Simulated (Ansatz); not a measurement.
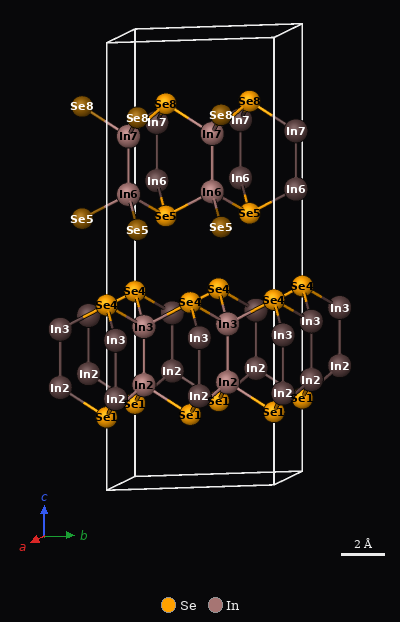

**Figure 1.** The structure as given in the input (ball-and-stick view of the 1 × 2 repeat of the cell, with the vacuum cut short, seen slightly off an axis; neighbours outside the cell are drawn fainter; atoms are numbered from 1 in the order of the input).

## Run report: InSe, single-point calculation

- system: InSe (slab, 8 atoms in the cell)
- method: DFT PBE+D3(BJ), scalar-relativistic, plane waves, PAW, PAW set soft_1, no spin polarisation (Ansatz 0.2.0)

The structure derives from an entry of the Crystallography Open Database. Figures and captions count atoms from 1; the log counts them from 0 in places.

Input file
```yaml
crystal:
  lattice:
    - [4.0266103962, 0.0, 0.0]
    - [-2.0133051981, 3.4871468942, 0.0]
    - [0.0, 0.0, 28.270710502]
  atoms:
    - { symbol: Se, position: [0.0, 0.0, 0.1591753415] }
    - { symbol: In, position: [0.6666666667, 0.3333333333, 0.204997989] }
    - { symbol: In, position: [0.6666666667, 0.3333333333, 0.3038451602] }
    - { symbol: Se, position: [0.0, 0.0, 0.349667733] }
    - { symbol: Se, position: [0.2222222222, 0.4444444444, 0.480898959] }
    - { symbol: In, position: [-0.4444444444, 0.1111111111, 0.5267216065] }
    - { symbol: In, position: [-0.4444444444, 0.1111111111, 0.6255687776] }
    - { symbol: Se, position: [0.2222222222, 0.4444444444, 0.6713913504] }
basis:
  ecutwfc: 420
kpoints:
  mp_grid: { grid: [9, 9, 1] }
hamiltonian:
  xc: pbe
  pseudopotentials: { kind: paw, azcp: { folder: soft_1 } }
  dispersion: d3bj
scf:
  occupations: { method: gaussian, width: 0.05 }
output:
  forces: true
  eigenvalues: true
  write_density: true
  write_potential: true
  elf: true
  volumetric_format: npy
efield:
  axis: 3
  dipole_correction: true
  ramp_width: 0.04
```

Run on 1 thread of AMD EPYC (Zen 5), 32 GiB of memory available, shared host.

Launch command:
```bash
ansatz run input.yaml --threads 1 --pin off --max-ram 3072MiB --backend cpu --events-out ev --progress --plain --runs-dir out
```

The program's output
```
Engine: ansatz 0.2.0, x86_64-unknown-linux-gnu
Pseudopotentials: kind: paw
Pseudopotential: Se, paw, valence charge 16, recommended cutoff 420 eV (normal), [file]
Pseudopotential: In, paw, valence charge 13, recommended cutoff 420 eV (normal), [file]
Functional definition: PBE
  parameter kappa = 0.804
  parameter beta = 0.06672455060314922
  exchange = pbe_x(kappa = kappa, mu = beta*pi^2/3)
  correlation = pbe_c(beta = beta)
Crystal: 8 atoms, lattice volume = 396.960 Å³
Basis set: ecut = 420 eV, 7811 PW (Γ), exchange–correlation on 54×54×384 points (8 copies of the dense FFT grid, shifted against one another)
Bands: 70, of which v1, the nominal top of the filled ones, is band 58 counted from 1 (57 counted from 0)
Symmetry: 2 space group operations
k-points: 25 of 81 (time reversal used)
Non-local potential: Se, projectors of the file, l = 0: 2, l = 1: 2, l = 2: 3, l = 3: 1
Non-local potential: In, projectors of the file, l = 0: 2, l = 1: 2, l = 2: 2, l = 3: 1
PAW form: soft (Blöchl's): semilocal exchange-correlation on the pseudo side does not see the compensation charge
PAW one-centre angular grid: Se, 590 points (default); XC on 64 Gauss nodes
PAW one-centre angular grid: In, 590 points (default); XC on 64 Gauss nodes
Initial density: superposition of atomic densities (neutral atoms: chi_scale 0, normalization atom)
Initial wavefunctions: pseudopotential atomic-orbital guess
Functional: x = pbe(κ = 0.804, μ = 0.2195149727645171), c = pbe(β = 0.06672455060314922)
SCF iter   1: F=—  HF=-44275.055162 eV  |F-HF|=—  |Δ(HF+E_count)|=         —  Δρ=2.26e-2  dr2=3.97e0  ethr=3.10e-3  p=-0.000 e·Å  D=-2.03e-6 V/Å  ΔV_dip=0.00 eV  dr2_dipole=2.08e-8  V_vac-E_F(+/−)=5.69/5.69 eV  ⟨swp⟩=7.1  Hψ=7351  notcnv=0  defer=9
efield: sawtooth ramp at fractional position 0.8953 (placed from the atoms, in the widest stretch of the axis that holds none; the zero of the levels goes with the place), width 0.0400; the density the first Hamiltonian is built on has a dipole p = -0.000 e·Å; the dipole correction subtracts the counter field D = -2.03e-6 V/Å, which shifts the + side's vacuum level by +0.00 eV against the − side's; the planar-averaged density in the ramp window peaks in size at 4.6e-6 e/Å³
preconditioner: auto → Resta (q_TF=auto, 2.223 Å⁻¹)  ε∞=2.4  [insulator: Δε(μ)=1.400 eV  Ē_g=13.571 eV  σ=0.050 eV  W_gap=1.00  n_scr=86 (ndim 8)  ℏωp=16.2 eV  f_vac=0.399  D(μ)=0.00/eV (n_scr^D=0)  ε∞_Penn≈2.4  vacuum switching on, ρ_ref=1.3e-2 e/Å³]
SCF iter   2: F=—  HF=-44274.195709 eV  |F-HF|=—  |Δ(HF+E_count)|=   8.59e-1  Δρ=1.11e-2  dr2=6.37e-1  ethr=3.10e-3  p=-0.000 e·Å  D=-3.93e-5 V/Å  ΔV_dip=0.00 eV  dr2_dipole=1.30e-7  V_vac-E_F(+/−)=5.69/5.69 eV  ⟨swp⟩=3.2  Hψ=2588  notcnv=0  defer=182
SCF iter   3: F=—  HF=-44274.134719 eV  |F-HF|=—  |Δ(HF+E_count)|=   6.10e-2  Δρ=5.92e-3  dr2=1.39e-1  ethr=5.49e-4  p=0.000 e·Å  D=5.12e-5 V/Å  ΔV_dip=-0.00 eV  dr2_dipole=3.35e-7  V_vac-E_F(+/−)=5.30/5.30 eV  ⟨swp⟩=3.2  Hψ=2488  notcnv=0  defer=182
SCF iter   4: F=—  HF=-44274.133537 eV  |F-HF|=—  |Δ(HF+E_count)|=   1.18e-3  Δρ=1.19e-3  dr2=6.27e-3  ethr=1.20e-4  p=-0.000 e·Å  D=-1.53e-4 V/Å  ΔV_dip=0.00 eV  dr2_dipole=2.97e-6  V_vac-E_F(+/−)=5.20/5.20 eV  ⟨swp⟩=2.0  Hψ=2075  notcnv=0  defer=182
SCF iter   5: F=—  HF=-44274.135947 eV  |F-HF|=—  |Δ(HF+E_count)|=   2.41e-3  Δρ=3.81e-4  dr2=4.56e-3  ethr=5.40e-6  p=0.001 e·Å  D=4.44e-4 V/Å  ΔV_dip=-0.01 eV  dr2_dipole=2.49e-5  V_vac-E_F(+/−)=5.12/5.13 eV  ⟨swp⟩=2.2  Hψ=2529  notcnv=0  defer=182
SCF iter   6: F=—  HF=-44274.135868 eV  |F-HF|=—  |Δ(HF+E_count)|=   7.92e-5  Δρ=2.62e-4  dr2=2.05e-3  ethr=3.93e-6  p=-0.001 e·Å  D=-3.30e-4 V/Å  ΔV_dip=0.01 eV  dr2_dipole=1.34e-5  V_vac-E_F(+/−)=5.18/5.17 eV  ⟨swp⟩=2.0  Hψ=1808  notcnv=0  defer=182
SCF iter   7: F=—  HF=-44274.135838 eV  |F-HF|=—  |Δ(HF+E_count)|=   3.00e-5  Δρ=1.18e-4  dr2=2.33e-4  ethr=1.77e-6  p=-0.000 e·Å  D=-6.20e-5 V/Å  ΔV_dip=0.00 eV  dr2_dipole=4.58e-7  V_vac-E_F(+/−)=5.16/5.16 eV  ⟨swp⟩=1.6  Hψ=1658  notcnv=0  defer=182
SCF iter   8: F=—  HF=-44274.135881 eV  |F-HF|=—  |Δ(HF+E_count)|=   4.30e-5  Δρ=3.60e-5  dr2=1.72e-5  ethr=2.01e-7  p=-0.000 e·Å  D=-1.90e-4 V/Å  ΔV_dip=0.01 eV  dr2_dipole=4.57e-6  V_vac-E_F(+/−)=5.16/5.15 eV  ⟨swp⟩=2.0  Hψ=1908  notcnv=0  defer=182
SCF iter   9: F=—  HF=-44274.135954 eV  |F-HF|=—  |Δ(HF+E_count)|=   7.38e-5  Δρ=1.59e-5  dr2=6.08e-6  ethr=1.48e-8  p=0.000 e·Å  D=1.97e-4 V/Å  ΔV_dip=-0.01 eV  dr2_dipole=4.86e-6  V_vac-E_F(+/−)=5.15/5.16 eV  ⟨swp⟩=2.0  Hψ=2545  notcnv=0  defer=182
SCF iter  10: F=—  HF=-44274.135954 eV  |F-HF|=—  |Δ(HF+E_count)|=   6.45e-7  Δρ=6.80e-6  dr2=1.47e-7  ethr=5.24e-9  p=0.000 e·Å  D=3.68e-7 V/Å  ΔV_dip=-0.00 eV  dr2_dipole=6.17e-10  V_vac-E_F(+/−)=5.15/5.15 eV  ⟨swp⟩=2.0  Hψ=1766  notcnv=0  defer=182
SCF iter  11: F=-44274.135954 eV  HF=-44274.135954 eV  |F-HF|=3.07e-8  |Δ(HF+E_count)|=   1.81e-7  Δρ=3.07e-6  dr2=3.16e-8  ethr=8.62e-11  p=0.000 e·Å  D=1.97e-6 V/Å  ΔV_dip=-0.00 eV  dr2_dipole=6.80e-10  V_vac-E_F(+/−)=5.15/5.15 eV  ⟨swp⟩=18.4  Hψ=13685  notcnv=0
SCF 1 converged in 11 iterations: F = -44274.135954 eV  dr2 = 3.16e-8
  greatest PAW one-centre occupation: 1.000 electrons in one spin orbital (limit 2), on the Se atom at site 3 (counted from 0), in its partial waves of l = 2
```

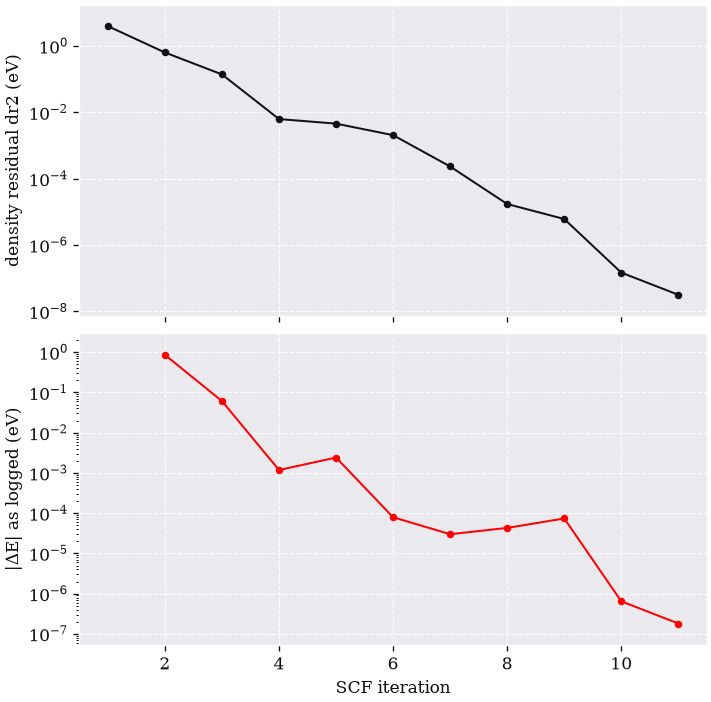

**Figure 2.** Convergence of the self-consistent field: density residual dr2 and size of the energy change against the SCF iteration. The residual falls at every step.

```
WARN: The output density's exchange-correlation potential varies sharply where the density is thin. Do not read a vacuum level from v_tot or v_xc, or from such a field of the output density. On a cell that repeats whose density bears no net charge and no dipole along the vacuum's axis use v_es (v_loc + v_h of the components); under efield.dipole_correction with no amplitude use v_es + v_field, which holds any external_charges[].barrier, or the levels of the report's work_function block, which leave it out; under a non-zero efield.amplitude the vacuum is tilted and has no level; on a cell that repeats and bears such a dipole with no correction it is tilted too, and efield.dipole_correction with no amplitude gives each side of its ramp a level where efield: is served; in a cell that repeats whose density bears a net charge (total_charge, or a fill off its count) it is curved and has none; of a slab under crystal.periodic whose density bears no net charge use v_es, which has a level on each side, short of where the two are joined; of another it falls or rises all the way out and has none; of a slab beside external_charges read slab_vacuum_level instead, which it has where they leave it neutral. The grid or the basis barely resolves most such structure, and the values can differ between equally converged runs; as a rule a tighter scf.convergence.dr2_threshold does not remove it. Where the density itself ripples (under the LDA too) a higher basis.ecutwfc lessens it. The files hold the spikes' plane waves up to the density's cutoff. Files: v_tot_of_output_density and the like, and their columns of v_z.tsv (output.write_potential); v_xc_of_output_density and the like, and their columns of v_comp_z.tsv (output.write_potential_components). Measured: with its Gaussian average of σ = 0.25 Å subtracted twice, the exchange-correlation potential is over 0.1 eV at 2 of the grid points where the equally averaged density (valence and model cores) is under 1e-3 e/Å³, and 0.106 eV at the most among them, at an averaged density of 1.4e-8 e/Å³. See output.write_potential in the manual, Limitations
SCF converged after 11 iterations
Free energy (F): -44274.135954 eV
Harris-Foulkes:  -44274.135954 eV  (|F-HF|=3.07e-8)
Internal energy: -44274.135954 eV  (E = F + TS)
E sigma→0 (E₀):  -44274.135954 eV
Fermi energy:    2.127694 eV
Dipole field:    D = -0.000023 V/Å  (p = -0.000050 e·Å, saw-weighted, corrected)
Work function:   Φ+ = 5.1541 eV   Φ− = 5.1534 eV
Levels:          The Fermi level and band energies are counted from a zero that moves with the ramp; work functions are not
--- Per-component energies (eV) ---
  E_band       = -2425.512476
  E_kinetic    = 1314.397907
  E_local      = -75907.569570  (includes V_loc(G=0)·N_el)
  E_nonlocal   = -108.721185
  E_hartree    = 37428.040433
  E_xc         = -910.375459
  E_vxc        = -716.480688  (∫ρ·V_xc dr)
  E_paw        = -25358.704875  (= ΣΔE_a)
  E_vpaw       = -1863.221874  (= ΣTr[D̂ρ^β])
  E_aug_tail   = -0.000894  (compensation charges beyond the density's cutoff)
  E_efield     = 0.000000  (sawtooth field / dipole correction)
  E_vefield    = 0.000000  (∫n·V_field dr)
  E_ewald      = 19270.766597
  E_disp       = -1.968908  (pairwise vdW)
  E_smearing   = -0.000000  (= −TS)
  E_closure    = 0.000000  (closes the sum)
  Σ components = -44274.135954   (vs F -44274.135954, Δ=0.00e0)
--- Forces (eV/Å), atoms counted from 1 ---
  atom   1  Se     0.00000000    -0.00068399     0.00287102
  atom   2  In    -0.00000000    -0.00179522     0.00035032
  atom   3  In    -0.00000000     0.00444536     0.03242325
  atom   4  Se     0.00000000    -0.01842113     0.05818444
  atom   5  Se    -0.00000000     0.01842119    -0.05815202
  atom   6  In     0.00000000    -0.00444548    -0.03245592
  atom   7  In     0.00000000     0.00179523    -0.00038230
  atom   8  Se    -0.00000000     0.00068401    -0.00283866
  max |Σ_I F_I| component: 1.29e-7 eV/Å
--- Band table (eV; the first three rows and the last of 25) ---
  k-point 0: bands = ["-45.3623", "-45.3623", "-45.3622", "-45.3622", "-45.3505", "-45.3505", "-45.3504", "-45.3504", "-45.3354", "-45.3354", "-45.3353", "-45.3353", "-45.3253", "-45.3252", "-45.3218", "-45.3218", "-45.3218", "-45.3217", "-45.3111", "-45.3110", "-12.7225", "-12.7224", "-12.5376", "-12.5376", "-12.5372", "-12.5372", "-12.4545", "-12.4545", "-12.4544", "-12.4544", "-12.4470", "-12.4470", "-12.4469", "-12.4469", "-12.2711", "-12.2710", "-12.2709", "-12.2709", "-12.2401", "-12.2391", "-11.2489", "-11.2036", "-11.1073", "-11.0695", "-4.1006", "-4.0211", "-1.8850", "-1.6376", "0.8122", "0.8255", "0.8405", "0.8472", "0.8970", "0.9038", "0.9138", "0.9221", "0.9761", "1.4524", "2.7613", "3.1737", "4.1105", "4.1758", "6.3502", "6.3605", "6.3665", "6.3780", "6.8183", "7.0044", "7.5321", "7.6030"]
  k-point 1: bands = ["-45.3623", "-45.3623", "-45.3622", "-45.3622", "-45.3505", "-45.3504", "-45.3504", "-45.3504", "-45.3354", "-45.3354", "-45.3353", "-45.3353", "-45.3252", "-45.3252", "-45.3218", "-45.3218", "-45.3218", "-45.3217", "-45.3111", "-45.3110", "-12.7218", "-12.7217", "-12.5774", "-12.5766", "-12.5360", "-12.5359", "-12.4990", "-12.4982", "-12.4506", "-12.4506", "-12.4463", "-12.4463", "-12.4405", "-12.4405", "-12.2988", "-12.2983", "-12.2721", "-12.2721", "-12.2011", "-12.2009", "-11.1257", "-11.0822", "-10.9907", "-10.9545", "-4.0327", "-3.9631", "-1.8965", "-1.7126", "0.1082", "0.1965", "0.2510", "0.3495", "0.6706", "0.6975", "0.7685", "0.7887", "1.1209", "1.4839", "3.3767", "3.6409", "4.6922", "4.7643", "5.7394", "5.7926", "6.4647", "6.4876", "6.8841", "6.9926", "7.1745", "7.2970"]
  k-point 2: bands = ["-45.3623", "-45.3623", "-45.3621", "-45.3621", "-45.3505", "-45.3504", "-45.3504", "-45.3503", "-45.3354", "-45.3354", "-45.3354", "-45.3353", "-45.3252", "-45.3252", "-45.3219", "-45.3218", "-45.3218", "-45.3217", "-45.3110", "-45.3110", "-12.7339", "-12.7332", "-12.6465", "-12.6453", "-12.5921", "-12.5904", "-12.5340", "-12.5340", "-12.4587", "-12.4586", "-12.4259", "-12.4259", "-12.4217", "-12.4217", "-12.3183", "-12.3180", "-12.2746", "-12.2746", "-12.1589", "-12.1589", "-10.8143", "-10.7747", "-10.6942", "-10.6621", "-3.9025", "-3.8678", "-2.1535", "-2.1266", "-0.9058", "-0.7759", "-0.4991", "-0.2055", "0.3287", "0.3662", "0.4627", "0.4947", "1.1564", "1.3625", "3.9883", "4.0357", "4.3805", "4.4979", "6.0214", "6.0546", "6.2763", "6.3782", "6.6133", "6.6333", "7.3567", "7.4975"]
  k-point 24: bands = ["-45.3622", "-45.3622", "-45.3621", "-45.3621", "-45.3504", "-45.3504", "-45.3503", "-45.3502", "-45.3354", "-45.3354", "-45.3354", "-45.3354", "-45.3251", "-45.3251", "-45.3218", "-45.3218", "-45.3218", "-45.3218", "-45.3110", "-45.3109", "-12.8020", "-12.7997", "-12.6991", "-12.6968", "-12.6678", "-12.6676", "-12.5455", "-12.5455", "-12.4581", "-12.4581", "-12.4058", "-12.4058", "-12.4005", "-12.4005", "-12.3226", "-12.3223", "-12.2851", "-12.2850", "-12.1176", "-12.1175", "-10.2660", "-10.2291", "-10.1729", "-10.1459", "-3.9762", "-3.9584", "-3.0073", "-2.9770", "-1.1483", "-1.0196", "-0.9499", "-0.9332", "-0.6949", "-0.6626", "-0.3536", "-0.0552", "0.7699", "0.9397", "4.2922", "4.3138", "4.3686", "4.4271", "5.2598", "5.5630", "6.6425", "6.6899", "6.9023", "6.9505", "7.1969", "7.6651"]
```

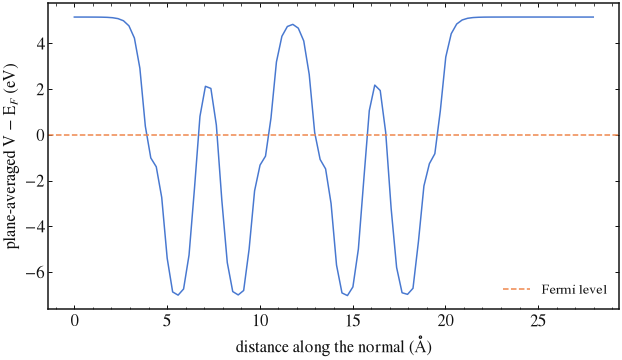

**Figure 3.** Plane average of the electrostatic potential energy of an electron across the cell, from the Fermi level. The vacuum level lies 5.15 eV above the Fermi level.

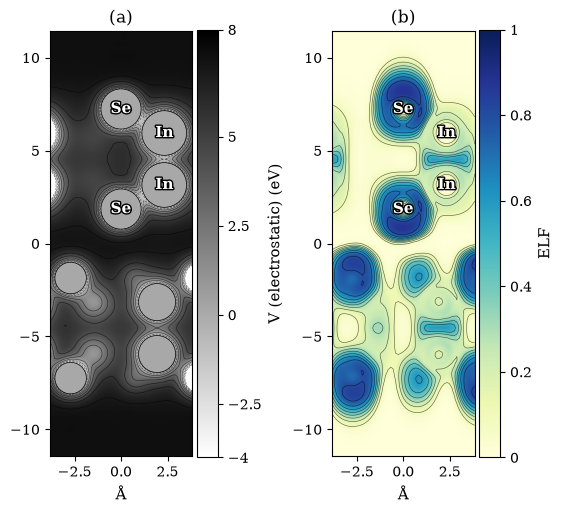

**Figure 4.** (a) electrostatic potential (local pseudopotential plus Hartree) felt by an electron; (b) ELF on the (110) plane of the calculation cell, a cut from vacuum to vacuum. Grey discs, where drawn, cover atomic cores. Atoms in the plane: Se and In. In–Se (2.66 Å): the ELF is about 0.50 at the midpoint. In–In (2.79 Å): the ELF is about 0.55 at the midpoint. In a PAW calculation such maps are meaningful between the atoms, not at the nuclei.

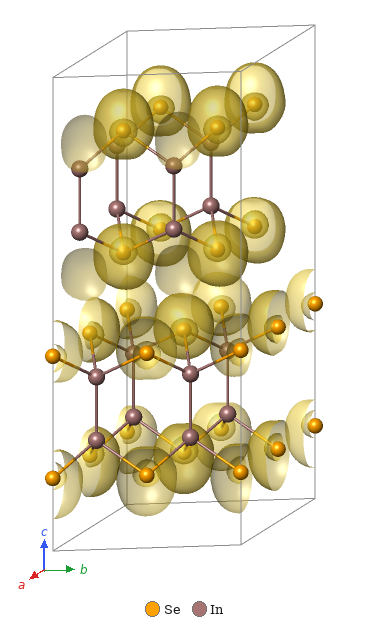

**Figure 5.** Isosurface of the electron localisation function at 0.65 (yellow), seen slightly off an axis. Only the valence region is drawn (cores and ρ < 0.01 e/Å³ removed). Sticks mark near contacts. Counts are for one cell; the picture repeats the cell along the surface.  Values along the shortest contacts: In–Se (2.66 Å): the ELF is about 0.50 at the midpoint. In–In (2.79 Å): the ELF is about 0.55 at the midpoint.

Results in brief

```json
{"quantity": "outcome", "value": "converged"}
{"quantity": "electrons treated", "value": "116"}
{"quantity": "free energy", "value": "−44274.1360 eV"}
{"quantity": "work function, top face", "value": "5.15 eV"}
{"quantity": "work function, bottom face", "value": "5.15 eV"}
{"quantity": "Fermi energy", "value": "2.128 eV"}
{"quantity": "gap on the k-point mesh", "value": "1.27 eV"}
{"quantity": "work function (upper face)", "value": "5.15 eV"}
{"quantity": "largest force (length of the vector)", "value": "0.061 eV/Å"}
{"quantity": "wall time", "value": "28 s"}
{"quantity": "peak memory", "value": "0.84 GiB"}
```

Notes

The program warns: the exchange-correlation potential is rough where the density is thin.
